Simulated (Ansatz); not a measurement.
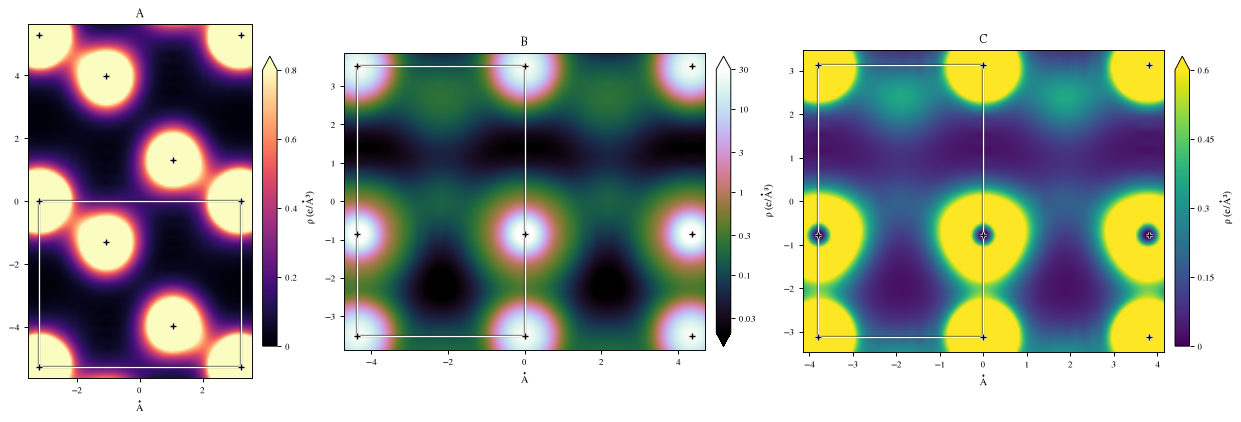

The valence electron density of 3 systems, each on a plane through atoms (crosses mark nuclei in the plane).

All numbers below come from DFT, HSE06, plane waves, PAW (Ansatz 0.2.0).

System 1: CdSe, the (010) plane of the conventional cell. Space group P6₃mc; started from the wurtzite prototype, which need not be the ambient phase; changed on purpose from its base cell (epitaxial xy strain +0.5%).

```
Cd Se
1.0
     4.36243    0.00000    0.00000
    -2.18121    3.77797    0.00000
     0.00000    0.00000    7.04443
Cd Se
2 2
Direct
  0.33333 0.66667 0.99848
  0.66667 0.33333 0.49848
  0.33333 0.66667 0.37652
  0.66667 0.33333 0.87652
```

System 2: PtSe₂, the (010) plane of the standardised cell. Space group P-1; started from the 1T (CdI2) bulk prototype, which need not be the ambient phase; changed on purpose from its base cell (shear xy strain -1.0%); not relaxed (largest force 0.3 eV/Å).

```yaml
crystal:
  lattice:
    - [5.57683, 3.20114, 0.00000]
    - [-1.88047, 3.23843, 0.00000]
    - [0.00000, 0.00000, 5.27716]
  atoms:
    - { symbol: Pt, position: [0.00000, 0.00000, 0.00000] }
    - { symbol: Pt, position: [0.50000, 0.50000, 0.00000] }
    - { symbol: Se, position: [0.16593, 0.50071, 0.24622] }
    - { symbol: Se, position: [0.66593, 0.00071, 0.24622] }
    - { symbol: Se, position: [0.33407, 0.99929, 0.75378] }
    - { symbol: Se, position: [0.83407, 0.49929, 0.75378] }
```

System 3: ZnS, the (100) plane of the conventional cell. Space group P6₃mc; started from the wurtzite prototype, which need not be the ambient phase.

Question: Match each panel to its system.

Answer: Panel A is system 2, PtSe₂: the plane holds Pt and Se. Pt–Se (2.51 Å): ρ is about 0.59 e/Å³ halfway. Panel B is system 1, CdSe: the plane holds Cd and Se. Cd–Se (2.66 Å): ρ at the midpoint is about 0.37 e/Å³. Panel C is system 3, ZnS: the plane holds Zn and S. Zn–S (2.34 Å): ρ is about 0.5 e/Å³ halfway.
